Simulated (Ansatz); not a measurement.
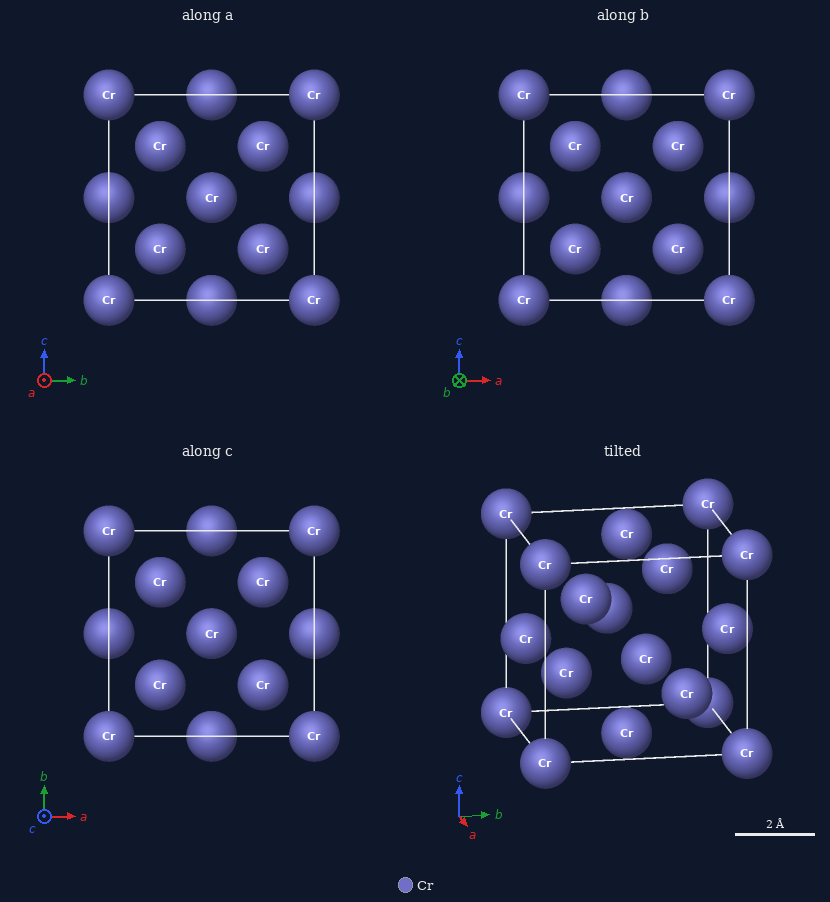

Crystal structure, spheres-only style, seen along the a axis, along the b axis, along the c axis and slightly off an axis. Lines trace the edges of the conventional unit cell.

Lattice parameters: a = 5.2577 Å, b = 5.2577 Å, c = 5.2577 Å, α = 90.000°, β = 90.000°, γ = 90.000°.

### Convert the drawing into a CIF with its space group and independent sites.

```cif
data_structure
_symmetry_space_group_name_H-M 'F d -3 m :1'
_symmetry_Int_Tables_number 227
_cell_length_a 5.2577
_cell_length_b 5.2577
_cell_length_c 5.2577
_cell_angle_alpha 90.000
_cell_angle_beta 90.000
_cell_angle_gamma 90.000
_cell_volume 145.34
loop_
_atom_site_label
_atom_site_type_symbol
_atom_site_symmetry_multiplicity
_atom_site_Wyckoff_symbol
_atom_site_fract_x
_atom_site_fract_y
_atom_site_fract_z
_atom_site_occupancy
Cr1 Cr 8 a 0.2500 0.7500 0.7500 1
```

It goes back to a structure type filled with this element by a generator (whether the element takes this form wasn't checked). Earlier steps of the study may have refined or changed the cell and positions. Ansatz was used for an electronic-structure calculation on it.

At this level of theory the cell isn't at rest (compressed, at 6 GPa), so its distances can differ from those at equilibrium, the more so the softer the solid.
